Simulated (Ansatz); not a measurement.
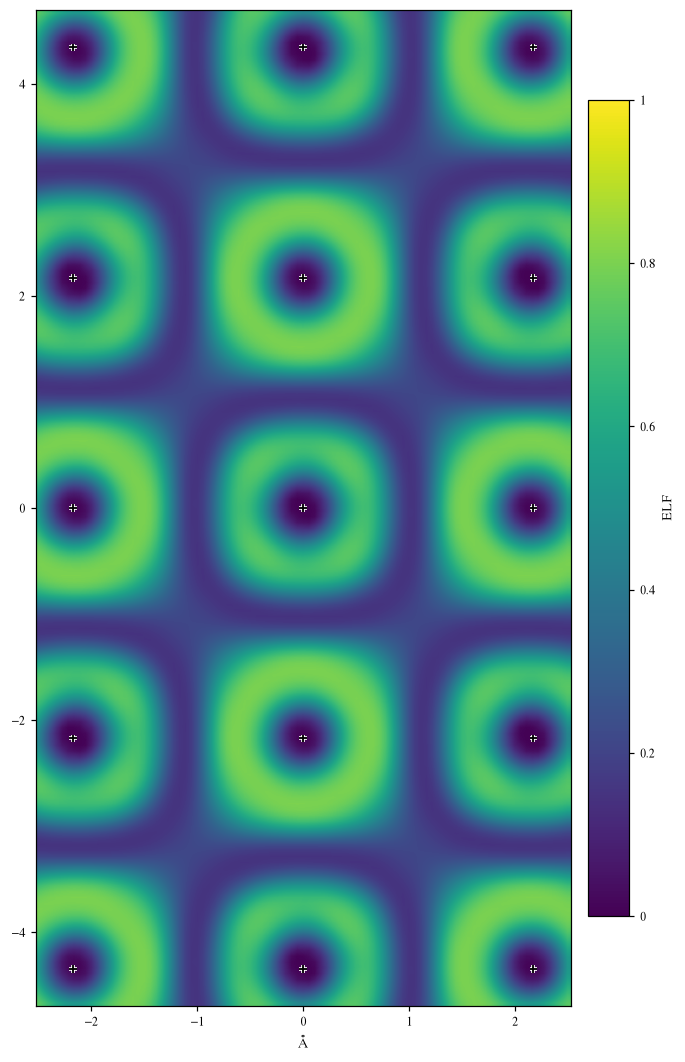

The ELF on a plane through atoms (crosses mark nuclei in the plane).

Method: DFT, PBEsol, PAW with Ansatz's default frozen-core files, scalar-relativistic in Ansatz 0.2.0.

Candidates:
A. TaN, a = 4.34 Å, b = 4.34 Å, c = 4.34 Å, α = 90.00°, β = 90.00°, γ = 90.00°. Space group Fm-3m; computed pressure about 8 GPa in this cell.
B. Ir, a = 3.84 Å, b = 3.84 Å, c = 3.84 Å, α = 90.00°, β = 90.00°, γ = 90.00°. Space group Fm-3m; computed pressure about −3 GPa in this cell; computed without spin polarisation.
C. Li, a = 3.17 Å, b = 3.17 Å, c = 5.09 Å, α = 90.00°, β = 90.00°, γ = 120.00°. Space group P6₃/mmc; changed on purpose from its base cell (equal xx and yy strain of +2 %, PAW files).

Question: Which system is this?

Answer: Candidate A: TaN on the (001) plane of the conventional cell, which holds Ta and N. Ta–N (2.17 Å): the ELF peaks at about 0.80 in the valence shell of N, 0.7 Å from its nucleus, and is about 0.15 at the midpoint; no shared electron pair shows on this line. Ta–Ta (3.07 Å): the ELF is about 0.20 at the midpoint (no shared electron pair shows on this line).
